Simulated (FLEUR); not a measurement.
System: Cu (space group Cmcm).

Calculation (FLEUR MaX-R8.1 (later development tree)): all-electron LAPW DFT, no spin polarisation; energies at scaled volumes of the given cell, shape and fractions fixed, counted from the fit's minimum, third-order Birch-Murnaghan fit. All runs: no spin polarisation.

- k mesh: 11×11×11
- occupations: Fermi–Dirac
- smearing width: 0.05 eV
- potentials: all electron

What does the calculation give for the energy against volume, with one curve for each functional? The cases: SCAN; LDA.

The fitted equilibrium volumes, smallest first, are LDA 11.402, SCAN 11.826 Å³/atom. The fitted bulk moduli, smallest first, are SCAN 153.6, LDA 173.8 GPa.

SCAN:
```csv
volume (Å³/atom),energy (meV/atom)
11.27,13.61
11.51,4.18
11.99,1.10
12.47,15.26
12.71,27.55
```

LDA:
```csv
volume (Å³/atom),energy (meV/atom)
11.27,0.79
11.51,0.59
11.99,15.01
12.47,45.50
12.71,65.56
```

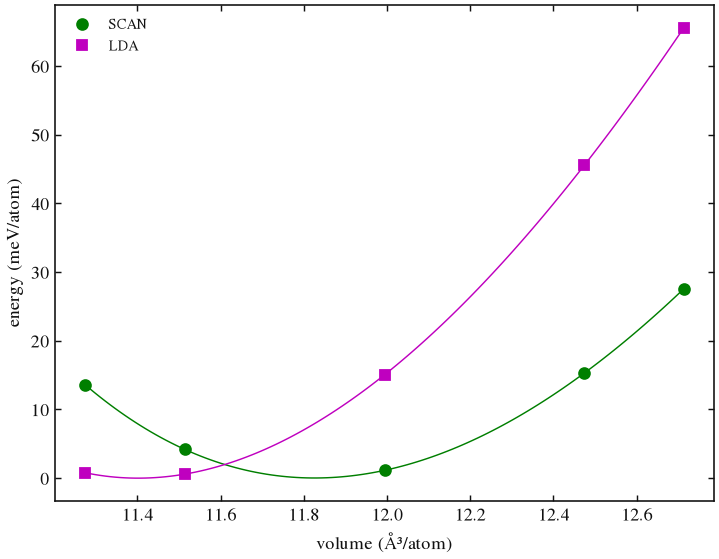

Caveats: shape and atomic fractions are frozen while scaling, which makes layered, chain and framework solids too stiff.
